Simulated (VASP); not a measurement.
# Run report: HfO₂, Born-charge calculation (part 4 of 4)

HfO₂ (12 atoms in the cell); Kohn-Sham DFT of a periodic cell, LDA, VASP PAW LDA potentials, recommended, no spin polarisation (VASP 6.6.1); cutoff 600 eV, 4×4×4 k-mesh, Gaussian smearing of 0.02 eV. The structure derives from a Materials Project entry.

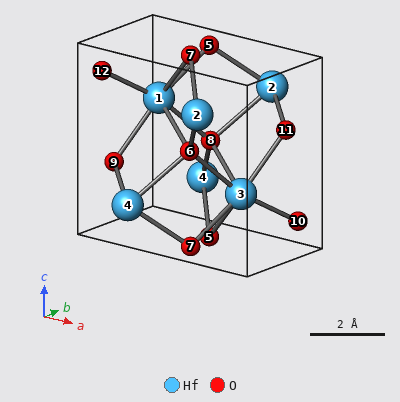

Figure 1. The input geometry (ball-and-stick view of the cell of the calculation, seen slightly off an axis; atoms are numbered from 1 in the order of the input). An atom can appear more than once, as a periodic image.

## CONTCAR
```
HfO2
   1.00000000000000
     5.0941750099999998    0.0000000000000000    0.0000000000000000
     0.0000000000000000    5.1506447000000000    0.0000000000000000
    -0.8761689800000000    0.0000000000000000    5.2029534999999996
  Hf              O
     4     8
Direct
     0.2761357799999971    0.4580646799999997    0.7079073299999976
     0.7238642200000029    0.9580646799999997    0.7920926700000024
     0.7238642200000029    0.5419353200000003    0.2920926700000024
     0.2761357799999971    0.0419353200000003    0.2079073299999976
     0.4479978199999977    0.7425259500000010    0.9785779899999980
     0.5520021800000023    0.2425259500000010    0.5214220100000020
     0.5520021800000023    0.2574740499999990    0.0214220100000020
     0.4479978199999977    0.7574740499999990    0.4785779899999980
     0.0683607799999990    0.3307588799999976    0.3462527800000004
     0.9316392200000010    0.8307588799999976    0.1537472199999996
     0.9316392200000010    0.6692411200000024    0.6537472199999996
     0.0683607799999990    0.1692411200000024    0.8462527800000004

  0.00000000E+00  0.00000000E+00  0.00000000E+00
  0.00000000E+00  0.00000000E+00  0.00000000E+00
  0.00000000E+00  0.00000000E+00  0.00000000E+00
  0.00000000E+00  0.00000000E+00  0.00000000E+00
  0.00000000E+00  0.00000000E+00  0.00000000E+00
  0.00000000E+00  0.00000000E+00  0.00000000E+00
  0.00000000E+00  0.00000000E+00  0.00000000E+00
  0.00000000E+00  0.00000000E+00  0.00000000E+00
  0.00000000E+00  0.00000000E+00  0.00000000E+00
  0.00000000E+00  0.00000000E+00  0.00000000E+00
  0.00000000E+00  0.00000000E+00  0.00000000E+00
  0.00000000E+00  0.00000000E+00  0.00000000E+00
```

This output came from the following input.

## INCAR
```
SYSTEM = HfO2
PREC = Accurate
ENCUT = 600
EDIFF = 1E-8
ISMEAR = 0
SIGMA = 0.02
LREAL = .False.
LASPH = .True.
NELM = 100
ALGO = Normal
ISIF = 2
LWAVE = .False.
LCHARG = .False.
GGA = CA
LEPSILON = .True.
IBRION = 8
NSW = 1
```

## KPOINTS
```
regular mesh
0
Gamma
  4 4 4
  0 0 0
```

## POSCAR
```
HfO2
1.0
    5.0941750100      0.0000000000      0.0000000000
    0.0000000000      5.1506447000      0.0000000000
   -0.8761689800      0.0000000000      5.2029535000
Hf O
4 8
Direct
    0.2761357800      0.4580646800      0.7079073300
    0.7238642200      0.9580646800      0.7920926700
    0.7238642200      0.5419353200      0.2920926700
    0.2761357800      0.0419353200      0.2079073300
    0.4479978200      0.7425259500      0.9785779900
    0.5520021800      0.2425259500      0.5214220100
    0.5520021800      0.2574740500      0.0214220100
    0.4479978200      0.7574740500      0.4785779900
    0.0683607800      0.3307588800      0.3462527800
    0.9316392200      0.8307588800      0.1537472200
    0.9316392200      0.6692411200      0.6537472200
    0.0683607800      0.1692411200      0.8462527800
```

Launched with:
```bash
cat potpaw_LDA.64/Hf_pv/POTCAR potpaw_LDA.64/O/POTCAR > POTCAR
mpirun -np 1 vasp_std > vasp.out
```

## Summary

- outcome: converged
- space group (tolerance 0.01 Å): P2₁/c (14)
- electrons treated: 88
- gap on the k-point mesh: 3.90 eV
- ε∞ (xx, yy, zz): 5.01, 5.01, 4.71
- hardware: 1 thread of Intel Xeon (Granite Rapids), 64 GiB of memory available, shared host
- wall time: 1.5 h
- peak memory: 0.9 GiB

## Remarks

Spin–orbit coupling is left out, which matters for Hf.
